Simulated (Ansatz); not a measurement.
**Phonon calculation of HfO₂ (part 1 of 2)**

System: HfO₂ (P2₁/c, 12 atoms in the cell).
Method: DFT PBE, scalar-relativistic, plane waves, PAW, no spin polarisation (Ansatz 0.2.0).

The structure derives from a Materials Project entry. It belongs to a series of runs on one base structure; here: dielectric tensors at the zone centre, without U. Figures and captions count atoms from 1; the log counts them from 0 in places.

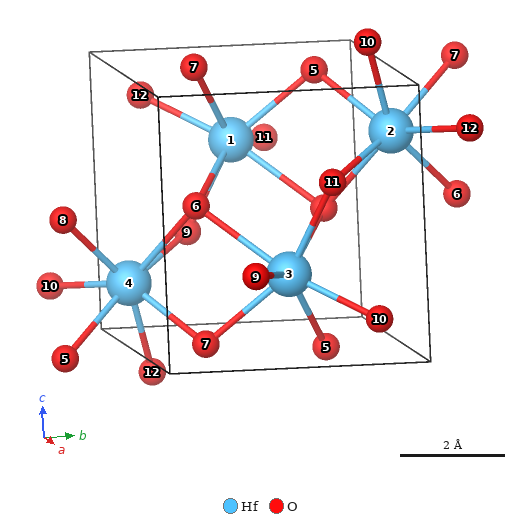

**Figure 1.** The structure as given in the input (ball-and-stick view of the cell of the calculation, seen slightly off an axis; bonded neighbours outside the cell are drawn too; atoms are numbered from 1 in the order of the input). Near neighbours in the crystal (not all of them lie inside the picture): Hf has 7 O at 2.05 to 2.27 Å; O has 4 Hf at 2.16 to 2.27 Å; O has 3 Hf at 2.05 to 2.15 Å.

### Results in brief

| quantity | value |
| --- | --- |
| outcome | converged |
| space group (tolerance 0.01 Å) | P2₁/c (14) |
| electrons treated | 152 |
| free energy | −67446.7199 eV |
| Fermi energy | 13.693 eV |
| gap on the k-point mesh | 4.04 eV |
| ε∞ (xx, yy, zz) | 4.94, 4.95, 4.67 |
| hardware | 8 threads of Arm Neoverse V1, 24 GiB of memory available, shared host |
| wall time | 4.3 min (CPU time 29 min) |
| peak memory | 2.6 GiB |

### Notes

Spin–orbit coupling is left out, which matters for Hf.

### The input
```yaml
crystal:
  lattice:
    - [5.1609167955, 0.0, -0.0053389046]
    - [0.0, 5.2121152647, 0.0]
    - [-0.893100245, 0.0, 5.2769007573]
  atoms:
    - { symbol: Hf, position: [0.2757342939, 0.4570632233, 0.7083729902] }
    - { symbol: Hf, position: [0.7242657061, 0.9570632233, 0.7916270098] }
    - { symbol: Hf, position: [0.7242657061, 0.5429367767, 0.2916270098] }
    - { symbol: Hf, position: [0.2757342939, 0.0429367767, 0.2083729902] }
    - { symbol: O, position: [0.4491832226, 0.742786629, 0.9766468631] }
    - { symbol: O, position: [0.5508167774, 0.242786629, 0.5233531369] }
    - { symbol: O, position: [0.5508167774, 0.257213371, 0.0233531369] }
    - { symbol: O, position: [0.4491832226, 0.757213371, 0.4766468631] }
    - { symbol: O, position: [0.0671205964, 0.3286479023, 0.3484179355] }
    - { symbol: O, position: [0.9328794036, 0.8286479023, 0.1515820645] }
    - { symbol: O, position: [0.9328794036, 0.6713520977, 0.6515820645] }
    - { symbol: O, position: [0.0671205964, 0.1713520977, 0.8484179355] }
basis:
  ecutwfc: 420
kpoints:
  mp_grid: { grid: [4, 4, 4] }
hamiltonian:
  xc: pbe
scf:
  occupations: { method: fixed }
output: {}
phonons:
  method: dfpt
  dielectric: true
  rigid_motions: translations
```

Launch command:
```bash
ansatz run input.yaml --threads 8 --pin off --max-ram 16384MiB --backend cpu --events-out ev --progress --plain --runs-dir out
```

### Output
```
Engine: ansatz 0.2.0, aarch64-unknown-linux-gnu
Pseudopotentials: kind: paw
Pseudopotential: Hf, paw, valence charge 26, recommended cutoff 420 eV (normal), Hf.paw.azcp
Pseudopotential: O, paw, valence charge 6, recommended cutoff 420 eV (normal), O.paw.azcp
Functional definition: PBE
  parameter kappa = 0.804
  parameter beta = 0.06672455060314922
  exchange = pbe_x(kappa = kappa, mu = beta*pi^2/3)
  correlation = pbe_c(beta = beta)
Crystal: 12 atoms, lattice volume = 141.920 Å³
Basis set: ecut = 420 eV, 2773 PW (Γ), exchange–correlation on 72×72×72 points (8 copies of the dense FFT grid, shifted against one another)
Bands: 92, of which v1, the nominal top of the filled ones, is band 76 counted from 1 (75 counted from 0)
Symmetry: 4 space group operations
k-points: 36 of 64 (irreducible under 1 space group operation, time reversal used)
Non-local potential: Hf, projectors of the file, l = 0: 3, l = 1: 2, l = 2: 2, l = 3: 3
Non-local potential: O, projectors of the file, l = 0: 2, l = 1: 2, l = 2: 1
PAW form: soft (Blöchl's): semilocal exchange-correlation on the pseudo side does not see the compensation charge
PAW one-centre angular grid: Hf, 590 points (default); XC on 64 Gauss nodes
PAW one-centre angular grid: O, 110 points (default); XC on 64 Gauss nodes
Initial density: superposition of atomic densities (neutral atoms: chi_scale 0, normalization atom), corrected by the library's trained network
Initial wavefunctions: pseudopotential atomic-orbital guess
Functional: x = pbe(κ = 0.804, μ = 0.2195149727645171), c = pbe(β = 0.06672455060314922)
SCF iter   1: F=—  HF=-67446.717507 eV  |F-HF|=—  |Δ(HF+E_count)|=         —  Δρ=2.83e-3  dr2=4.57e-3  ethr=1.77e-3  ⟨swp⟩=3.8  Hψ=9086  notcnv=0  defer=430
preconditioner: auto → Resta (q_TF=auto, 2.760 Å⁻¹)  ε∞=5.3  [insulator: Δε(μ)=4.050 eV  Ē_g=18.105 eV  n_scr=52 (ndim 8)  ℏωp=37.4 eV  f_vac=0.081  ε∞_Penn≈5.3]
SCF iter   2: F=—  HF=-67446.718989 eV  |F-HF|=—  |Δ(HF+E_count)|=   1.48e-3  Δρ=1.46e-3  dr2=1.03e-3  ethr=3.01e-6  ⟨swp⟩=2.0  Hψ=6441  notcnv=0  defer=504
SCF iter   3: F=—  HF=-67446.719773 eV  |F-HF|=—  |Δ(HF+E_count)|=   7.84e-4  Δρ=5.35e-4  dr2=2.50e-4  ethr=6.75e-7  ⟨swp⟩=2.0  Hψ=5103  notcnv=0  defer=504
SCF iter   4: F=—  HF=-67446.719904 eV  |F-HF|=—  |Δ(HF+E_count)|=   1.31e-4  Δρ=1.07e-4  dr2=1.47e-5  ethr=1.64e-7  ⟨swp⟩=2.0  Hψ=5100  notcnv=0  defer=384
SCF iter   5: F=—  HF=-67446.719913 eV  |F-HF|=—  |Δ(HF+E_count)|=   9.50e-6  Δρ=5.04e-5  dr2=3.79e-6  ethr=9.70e-9  ⟨swp⟩=2.0  Hψ=5116  notcnv=0  defer=376
SCF iter   6: F=—  HF=-67446.719914 eV  |F-HF|=—  |Δ(HF+E_count)|=   4.11e-7  Δρ=2.31e-5  dr2=6.30e-7  ethr=2.49e-9  ⟨swp⟩=2.0  Hψ=5096  notcnv=0  defer=376
SCF iter   7: F=—  HF=-67446.719914 eV  |F-HF|=—  |Δ(HF+E_count)|=   1.12e-7  Δρ=6.34e-6  dr2=6.61e-8  ethr=4.14e-10  ⟨swp⟩=2.0  Hψ=5111  notcnv=0  defer=376
SCF iter   8: F=—  HF=-67446.719914 eV  |F-HF|=—  |Δ(HF+E_count)|=   1.19e-7  Δρ=3.26e-6  dr2=1.45e-8  ethr=4.35e-11  ⟨swp⟩=2.0  Hψ=5672  notcnv=0  defer=376
SCF iter   9: F=—  HF=-67446.719914 eV  |F-HF|=—  |Δ(HF+E_count)|=   1.44e-8  Δρ=1.13e-6  dr2=2.08e-9  ethr=9.56e-12  ⟨swp⟩=2.0  Hψ=5659  notcnv=0  defer=376
SCF iter  10: F=—  HF=-67446.719914 eV  |F-HF|=—  |Δ(HF+E_count)|=   2.23e-9  Δρ=4.05e-7  dr2=2.26e-10  ethr=1.37e-12  ⟨swp⟩=2.0  Hψ=5672  notcnv=0  defer=376
SCF iter  11: F=-67446.719914 eV  HF=-67446.719914 eV  |F-HF|=2.91e-11  |Δ(HF+E_count)|=  1.89e-10  Δρ=2.04e-7  dr2=5.07e-11  ethr=1.00e-12  ⟨swp⟩=12.8  Hψ=20627  notcnv=0
SCF 1 converged in 11 iterations: F = -67446.719914 eV  dr2 = 5.07e-11
  greatest PAW one-centre occupation: 0.999 electrons in one spin orbital (limit 2), on the Hf atom at site 3 (counted from 0), in its partial waves of l = 0
NSCF: frozen V_eff on 2 k-points
DFPT response loops at Γ: preconditioner auto → Resta (q_TF=auto, 2.760 Å⁻¹)  ε∞=3.9 (no band partly filled); β = 1.00, the filter's whole step (`scf.mixing.beta` (0.50) is not read by the response loops at its default; to damp them type it under 1.00, their step now; it binds the ground state too); Broyden in place of MSR1
── the response to a field inside a basis, on 6×6×6 k-points: an SCF that follows is theirs, and a resumed run solves both again ──
Bands: 77, of which v1, the nominal top of the filled ones, is band 76 counted from 1 (75 counted from 0)
k-points: 54 of 216
Initial density: handed on by an earlier stage of this run
Initial wavefunctions: pseudopotential atomic-orbital guess (no wavefunctions were taken with the density)
Eigensolver: Dense (54 Hₖ)
SCF iter   1: F=—  HF=-67446.528613 eV  |F-HF|=—  |Δ(HF+E_count)|=         —  Δρ=5.58e-4  dr2=8.59e-5  ethr=1.00e-1
preconditioner: auto → Resta (q_TF=auto, 2.760 Å⁻¹)  ε∞=6.4  [insulator: Δε(μ)=4.132 eV  Ē_g=16.074 eV  n_scr=52 (ndim 8)  ℏωp=37.4 eV  f_vac=0.084  ε∞_Penn≈6.4]
SCF iter   2: F=—  HF=-67446.528635 eV  |F-HF|=—  |Δ(HF+E_count)|=   2.14e-5  Δρ=2.95e-4  dr2=2.58e-5  ethr=5.65e-8
SCF iter   3: F=—  HF=-67446.528648 eV  |F-HF|=—  |Δ(HF+E_count)|=   1.35e-5  Δρ=1.61e-4  dr2=8.03e-6  ethr=1.70e-8
SCF iter   4: F=—  HF=-67446.528655 eV  |F-HF|=—  |Δ(HF+E_count)|=   6.20e-6  Δρ=1.81e-5  dr2=2.95e-7  ethr=5.29e-9
SCF iter   5: F=-67446.528655 eV  HF=-67446.528654 eV  |F-HF|=1.03e-8  |Δ(HF+E_count)|=   2.43e-8  Δρ=7.35e-6  dr2=5.00e-8  ethr=1.94e-10
SCF 1 converged in 5 iterations: F = -67446.528655 eV  dr2 = 5.00e-8
DFPT response loops at Γ: preconditioner auto → Resta (q_TF=auto, 2.760 Å⁻¹)  ε∞=3.8 (no band partly filled); β = 1.00, the filter's whole step (`scf.mixing.beta` (0.50) is not read by the response loops at its default; to damp them type it under 1.00, their step now; it binds the ground state too); Broyden in place of MSR1
SCF converged after 11 iterations
Free energy (F): -67446.719914 eV
Harris-Foulkes:  -67446.719914 eV  (|F-HF|=2.91e-11)
Internal energy: -67446.719914 eV  (E = F + TS)
E sigma→0 (E₀):  -67446.719914 eV
Fermi energy:    13.693169 eV
--- Per-component energies (eV) ---
  E_band       = -65.873700
  E_kinetic    = 3083.599864
  E_local      = -24891.786366  (includes V_loc(G=0)·N_el)
  E_nonlocal   = -4588.408617
  E_hartree    = 11366.257164
  E_xc         = -1789.863683
  E_vxc        = -1817.433018  (∫ρ·V_xc dr)
  E_paw        = -28972.829323  (= ΣΔE_a)
  E_vpaw       = 5415.620542  (= ΣTr[D̂ρ^β])
  E_aug_tail   = 0.019861  (compensation charges beyond the density's cutoff)
  E_ewald      = -21653.708814
  E_smearing   = -0.000000  (= −TS)
  E_closure    = 0.000000  (closes the sum)
  Σ components = -67446.719914   (vs F -67446.719914, Δ=0.00e0)
--- Band table (eV; the first three rows and the last of 36) ---
  k-point 0: bands = ["-46.7710", "-46.7533", "-46.7509", "-46.7502", "-15.8114", "-15.7860", "-15.7591", "-15.5945", "-15.5272", "-15.4946", "-15.4709", "-15.4365", "-15.4088", "-15.4086", "-15.3578", "-15.3069", "-4.2915", "-2.9983", "-2.8827", "-2.8298", "-2.4080", "-2.3972", "-2.2961", "-2.2054", "3.3372", "3.3460", "3.3489", "3.3493", "3.3562", "3.3569", "3.3626", "3.3659", "3.3671", "3.3683", "3.3706", "3.3725", "3.3745", "3.3749", "3.3765", "3.3807", "3.3868", "3.3872", "3.3886", "3.3912", "3.3951", "3.4004", "3.4041", "3.4121", "3.4200", "3.4321", "3.4441", "3.4786", "8.3167", "8.4215", "8.9324", "9.1454", "9.2402", "9.5718", "10.3313", "10.6395", "10.8098", "10.9814", "11.0039", "11.1329", "11.6664", "11.8260", "11.8454", "11.9022", "12.0803", "12.5731", "12.5783", "12.6936", "13.1386", "13.1939", "13.4859", "13.6932", "18.2230", "18.6857", "18.7940", "19.1450", "19.3201", "19.4470", "19.6381", "19.8506", "20.0886", "20.2441", "20.6997", "20.8972", "21.1238", "21.5282", "21.8373", "22.3206"]
```
